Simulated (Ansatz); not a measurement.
PbS (slab)

```cif
data_structure
_symmetry_space_group_name_H-M 'P 1'
_symmetry_Int_Tables_number 1
_cell_length_a 4.1744
_cell_length_b 5.9035
_cell_length_c 23.3488
_cell_angle_alpha 90.000
_cell_angle_beta 90.000
_cell_angle_gamma 90.000
_cell_volume 575.39
loop_
_atom_site_label
_atom_site_type_symbol
_atom_site_fract_x
_atom_site_fract_y
_atom_site_fract_z
_atom_site_occupancy
Pb1 Pb 0.50000 0.00000 0.32645 1
S1 S 0.50000 0.50000 0.32617 1
Pb2 Pb 0.00000 0.50000 0.40661 1
S2 S 0.00000 0.00000 0.40642 1
Pb3 Pb 0.50000 0.00000 0.50000 1
S3 S 0.50000 0.50000 0.50000 1
Pb4 Pb 0.00000 0.50000 0.59339 1
S4 S 0.00000 0.00000 0.59358 1
Pb5 Pb 0.50000 0.00000 0.67355 1
S5 S 0.50000 0.50000 0.67383 1
```

Built by placing these elements on a known structure type.

Method: Ansatz, DFT PBEsol, scalar-relativistic, plane waves, PAW.

In a PAW calculation such maps are meaningful between the atoms, not at the nuclei.

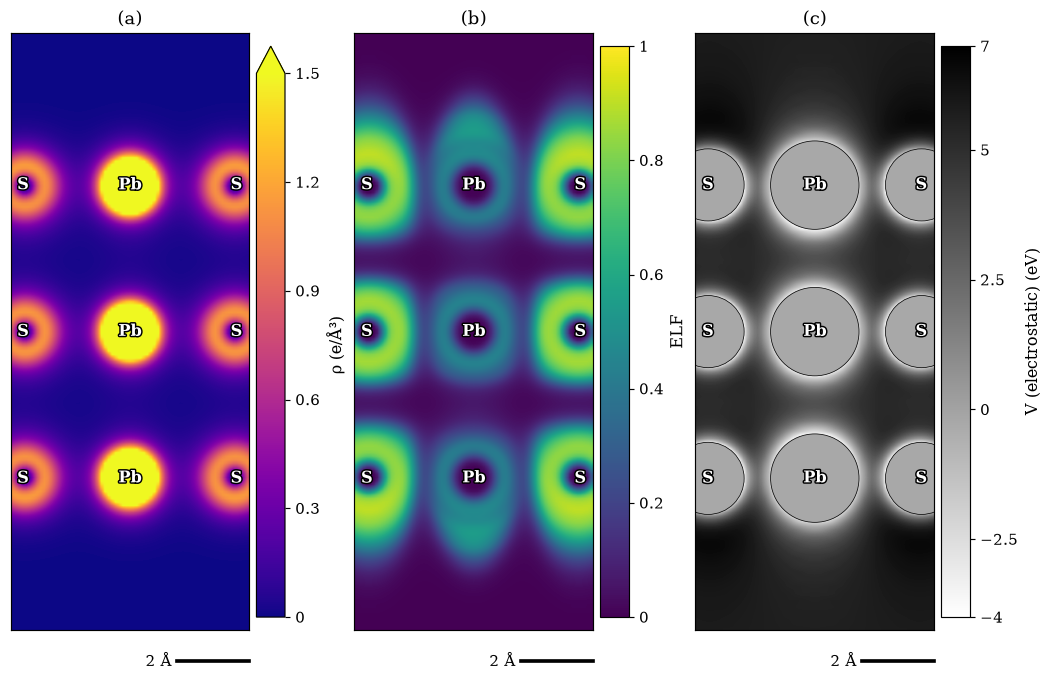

Figure 1. (a) valence electron density; (b) electron localisation function; (c) electrostatic potential energy of an electron on the (100) plane of the calculation cell, a cut from vacuum to vacuum. Grey discs cover the atomic cores in the potential map.

Interpret the plot.

- The plane passes through Pb and S nuclei.
- Pb–S (2.95 Å): ρ is about 0.23 e/Å³ halfway; the ELF peaks at about 0.85 in the valence shell of S, 0.8 Å from its nucleus, and drops to about 0.20 between the two atoms.
- The density dies away to nearly zero in the vacuum.

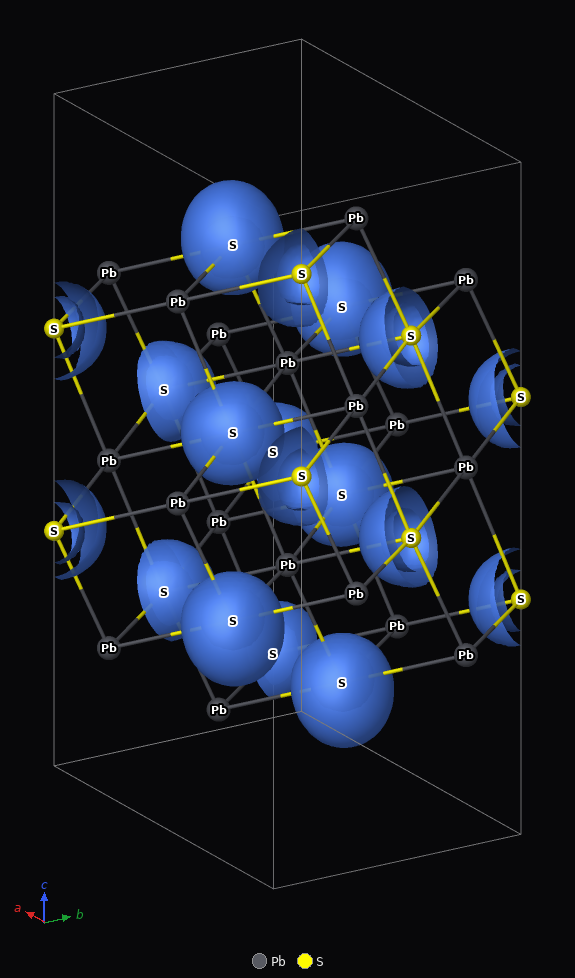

Figure 2. Isosurface of the ELF at 0.8 (blue), seen at an oblique angle. Only the valence region is drawn (cores and ρ < 0.01 e/Å³ removed). Sticks mark near contacts.

What do the ELF domains correspond to?

The ELF exceeds this value in five regions wrapped around S (the valence shell of each), counted in one cell of 10 atoms. Counts are for one cell; the picture repeats the cell along the surface.


Pb–S (2.80 Å): the ELF peaks at about 0.85 in the valence shell of S, 0.8 Å from its nucleus, and drops to about 0.25 between the two atoms.

Does the calculation give a band gap?

It is gapless in this calculation (a metal or semimetal).
